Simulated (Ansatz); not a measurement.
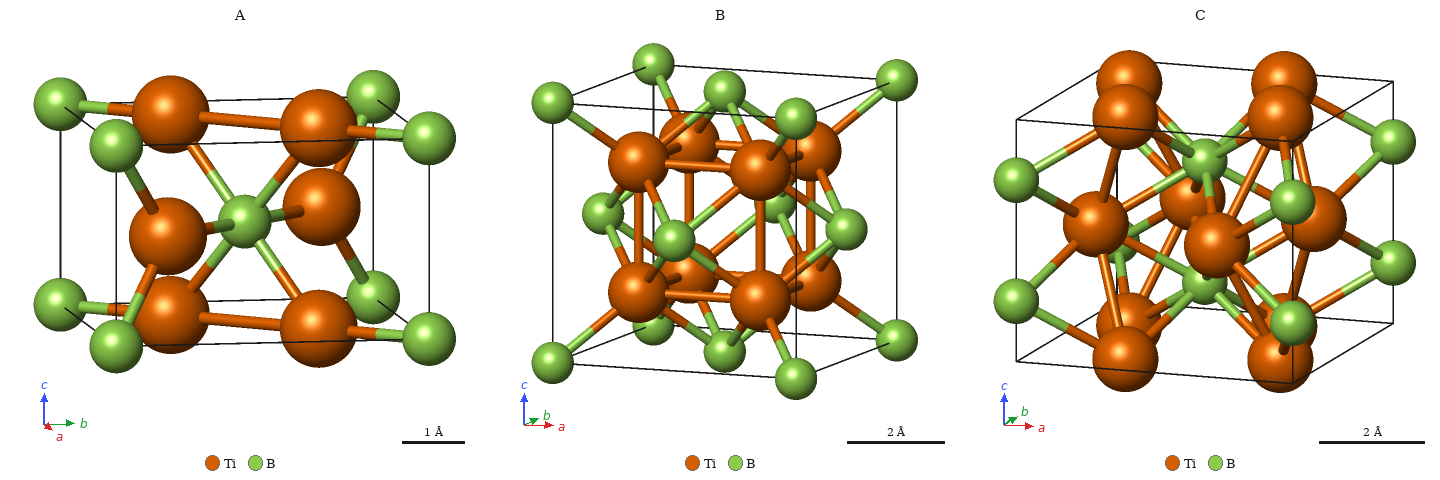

Three structures of Ti2B, each relaxed to rest (conventional cells in solid outline, small ones repeated, each panel with its own scale). Method: DFT PBE, scalar-relativistic, plane waves, PAW (Ansatz), without spin polarisation.

Name the structure in each panel.

A: 6 atoms a cell on a primitive tetragonal lattice, P4_2/mnm; B: antifluorite, Fm-3m; C: 12 atoms a cell on a body-centred tetragonal lattice, I4/mcm.

Which of these is lowest in energy, and how far above it do the others lie?

C, then B (+85 meV/atom) and A (+156 meV/atom), energies at zero smearing.

Collect the results in a table.

| panel | structure | E − E(lowest) (meV/atom) | volume (Å³/atom) | gap (eV) |
| --- | --- | --- | --- | --- |
| C | I4/mcm | 0 | 12.7 | metal |
| B | Fm-3m | 85 | 13.5 | metal |
| A | P4_2/mnm | 156 | 14.7 | metal |

Some of these may be structure types tried for this composition rather than known phases, and the most stable form need not be among them. Gaps are taken on the k-mesh or band path of each run.
